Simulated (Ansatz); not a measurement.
Consider Ti₃Al.

Input file:

```
crystal:
  lattice:
    - [5.755338447, 0.0, 0.0]
    - [-2.8776692235, 4.9842693025, 0.0]
    - [0.0, 0.0, 4.6541380974]
  atoms:
    - { symbol: Ti, position: [0.8420788379, 0.1784762122, 0.2593038215] }
    - { symbol: Ti, position: [0.6722902122, 0.8388989606, 0.7593038215] }
    - { symbol: Ti, position: [0.8420788379, 0.6691103349, 0.2593038215] }
    - { symbol: Ti, position: [0.1816560895, 0.8388989606, 0.7593038215] }
    - { symbol: Ti, position: [0.3514447152, 0.1784762122, 0.2593038215] }
    - { symbol: Ti, position: [0.1816560895, 0.3482648379, 0.7593038215] }
    - { symbol: Al, position: [0.3333333333, 0.6666666667, 0.25] }
    - { symbol: Al, position: [0.6666666667, 0.3333333333, 0.75] }
basis:
  ecutwfc: 420
kpoints:
  mp_grid: { grid: [12, 12, 8] }
hamiltonian:
  xc: pbe
scf:
  occupations: { method: gaussian, width: 0.15 }
output:
  forces: true
  stress: true
  eigenvalues: true
  write_density: true
  write_potential: true
  elf: true
  volumetric_format: npy
```

Launched as:

```sh
ansatz run input.yaml --threads 2 --pin off --max-ram 5120MiB --backend cpu --events-out ev --progress --plain --runs-dir out
```

Below, planes, directions and counts refer to the conventional cell (a = 4.65 Å, b = 5.76 Å, c = 5.76 Å, α = 120.00°, β = 90.00°, γ = 90.00°).

Space group P1; changed on purpose from its base cell (all Ti atoms moved +0.075 Å, as atom 1 along Cartesian [1 1 1]); not relaxed (largest force 0.5 eV/Å); computed without spin polarisation.

All numbers below come from DFT PBE, scalar-relativistic, plane waves, PAW in Ansatz 0.2.0.

> What will maps of the valence pseudo-density and electron localisation function show?

Ti–Al (2.83 Å): ρ is about 0.2 e/Å³ halfway; the ELF is about 0.35 at the midpoint.
Ti–Al (2.83 Å): the density is about 0.2 e/Å³ at the midpoint; the ELF is about 0.35 at the midpoint.
Ti–Al (2.92 Å): ρ at the midpoint is about 0.19 e/Å³; the ELF is about 0.40 at the midpoint.
The ELF has a maximum of about 0.75 in the space between the atoms, on no atom or two-centre bond.

> Does the calculation make it a metal, or give it a gap?

It is metallic or semimetallic at this level of theory: no gap opens.

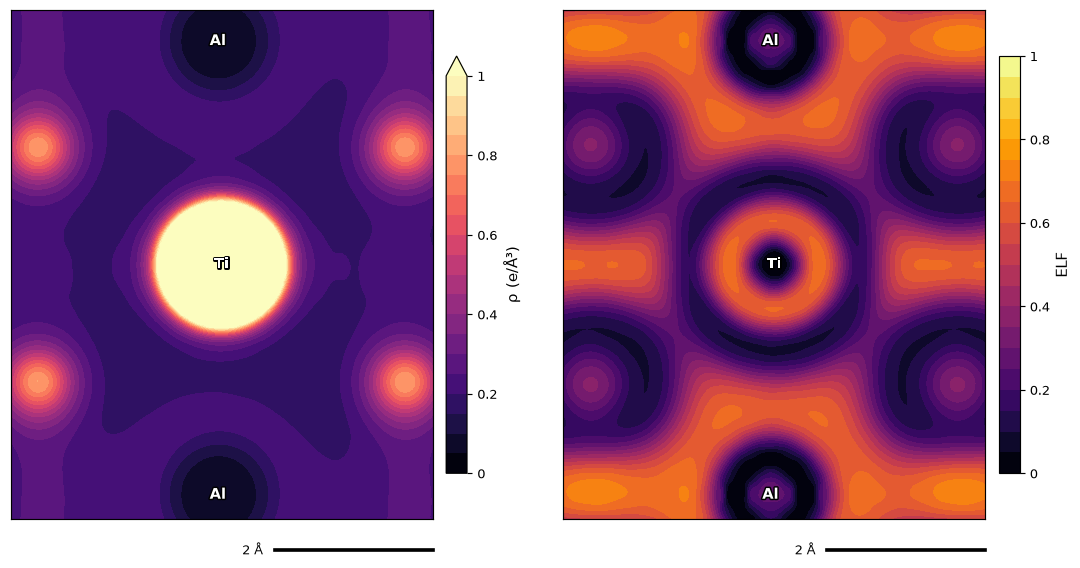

Computed valence pseudo-density and electron localisation function on the (001) plane of the conventional cell, in this order. Atoms just off the plane (Ti, 0.8 Å away) can leave unmarked features too.

In a PAW calculation such maps are meaningful between the atoms, not at the nuclei.
